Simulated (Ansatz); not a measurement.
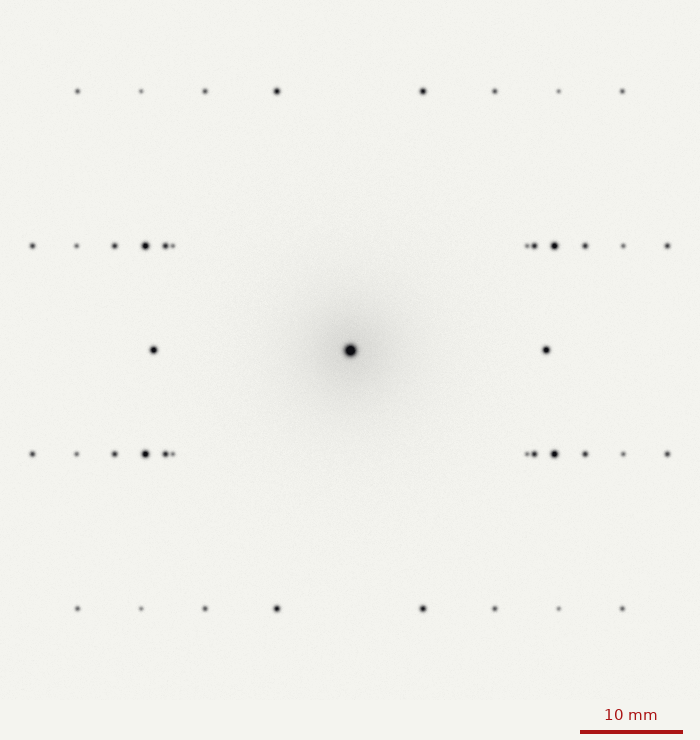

Simulated X-ray rotation photograph: Cu Kα radiation (λ = 1.5418 Å), cylindrical film of radius 30.0 mm unrolled, rotation axis vertical and normal to the beam, kinematic intensities without Lorentz or polarisation factors, the film spanning ±63° about the beam; spots down to d = 1.51 Å.

Measure the layer lines and find the identity period along the axis.

The first layer line lies 10.3 mm from the equator, so tan ν = 0.342, sin ν = 0.324 and the period is λ/sin ν = 4.76 Å. Further lines follow at 25.5 mm.

The crystal is Mo, space group P6_3/mmc (No. 194), a = 2.75 Å, c = 9.73 Å (hexagonal axes). Structure: the end point of a relaxation with Ansatz 0.2.0, DFT r2SCAN, scalar-relativistic, plane waves, PAW; the starting structure was generated, so it need not be a known form of this composition.

About which axis was it rotated?

About [210] (or an equivalent direction), whose length in the conventional cell is 4.762 Å.
